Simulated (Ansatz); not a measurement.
System: MgO, space group P6_3/mmc, 4 atoms in the cell, relaxed with r2SCAN; a = 3.484 Å, c = 4.185 Å (hexagonal axes). Starting point: PBE, Ansatz PAW set, no spin polarisation, no spin-orbit coupling, 6×6×4 k mesh, 420 eV cutoff, fixed occupations (Ansatz 0.2.0). Many-body step: G0W0 with empty bands 131, screening cutoff 120 eV and frequency treatment contour deformation.

In PBE the smallest gap over these k points is 3.45 eV, with direct gaps of 3.45 eV at Γ, 7.54 eV at M and 7.76 eV at A.

Q: What does G0W0 give?

A: Over the k points that were corrected, the smallest gap goes from 3.45 eV in PBE (direct at Γ) to 5.48 eV in G0W0 (direct at Γ), a change of +2.03 eV (+59 %). Counted from the valence top, the lowest empty level moves by +2.03 eV at Γ, +2.26 eV at M and +2.29 eV at A; over the 10 points that were corrected the shifts run from +2.03 to +2.29 eV: a spread of 0.26 eV on a mean of 2.22 eV, so one scissor shift describes this level only roughly. The top filled level also moves against the valence top, by −0.19 eV at A. The quasiparticle weight (renormalisation factor) lies between 0.77 and 0.85 for the top filled and first empty levels.

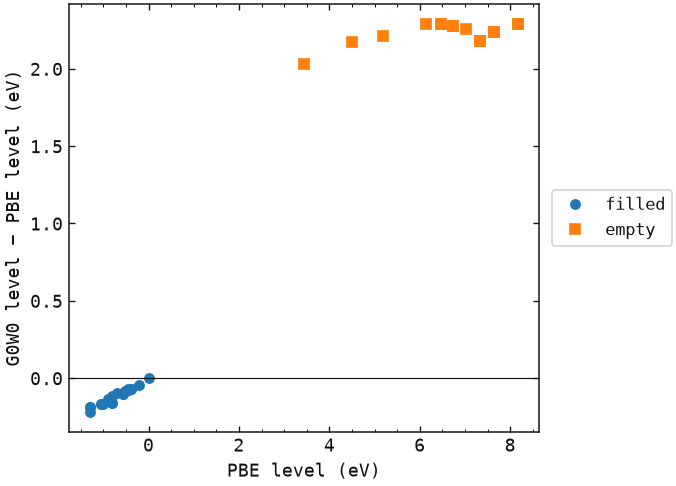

Change of each level from PBE to G0W0 against its PBE energy, both sets counted from their own valence top.

| k point | PBE direct gap (eV) | G0W0 direct gap (eV) |
| --- | --- | --- |
| Γ | 3.45 | 5.48 |
| M | 7.54 | 9.88 |
| A | 7.76 | 10.24 |

The usual form of MgO is rocksalt. Bands, cutoffs and mesh are finite, so these values aren't at the basis limit.
